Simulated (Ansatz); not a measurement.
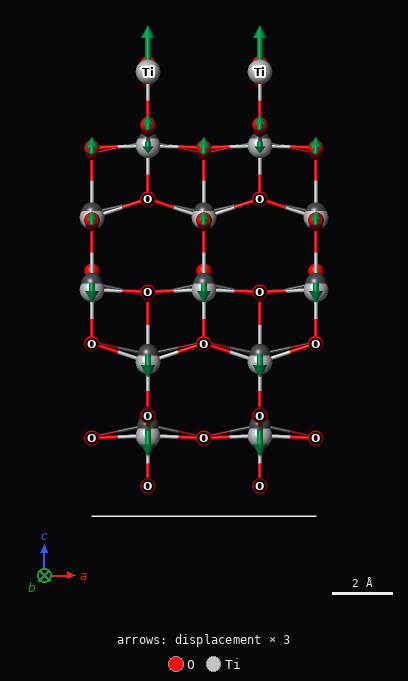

This is a relaxation of a slab of composition TiO2 (cut from the I4_1/amd phase). The starting structure is drawn faded, the final one solid; green arrows show the displacements, magnified 3 times.

Style: ball-and-stick. Shown: the 2 × 1 repeat of the cell, outlined in the plane, without the vacuum (origin shifted), along the b axis.

Case: (0 0 1) slab, atoms relaxed. The slab is the (0 0 1) face of TiO2.

Level of theory: Ansatz 0.2.0, DFT PBEsol, scalar-relativistic, plane waves, PAW. Settings: plane-wave cutoff 420 eV; k-point mesh 7 × 7 × 1; occupations gaussian; smearing width 0.05 eV; no spin polarisation; dipole correction; atoms relaxed in a fixed cell; force threshold 0.02 eV/Å; at most 60 steps.

Q: Atoms of which element are displaced furthest, and by how much?

A: Oxygen: up to 0.65 Å, against 0.36 Å for titanium.

Q: What did the optimiser do to the structure, and how much energy did it gain?

A: Over 11 geometry steps the energy falls by 1.746 eV per cell of the calculation. The largest force component goes from 3.2 to 0.0046 eV/Å. An O atom moves most relative to the layer's centre: 0.65 Å along the normal (+c). By element the largest moves are O 0.65 Å, Ti 0.36 Å. The lattice vectors keep their values. Among the contacts that change: O–Ti 1.982 → 2.762 Å, O–Ti 1.982 → 2.425 Å, O–Ti 1.982 → 2.355 Å, O–Ti 1.982 → 1.704 Å. Bonds break, among them: O–Ti (1.98 → 2.76 Å). Among the angles between lasting bonds that change: Ti–O–Ti 155.8° → 176.5°, O–Ti–O 155.8° → 176.5°, O–Ti–O 77.9° → 98.3°. Cost: 14 min on 2 threads of Arm Neoverse V1, with other jobs on the host, peak memory 1 GiB.
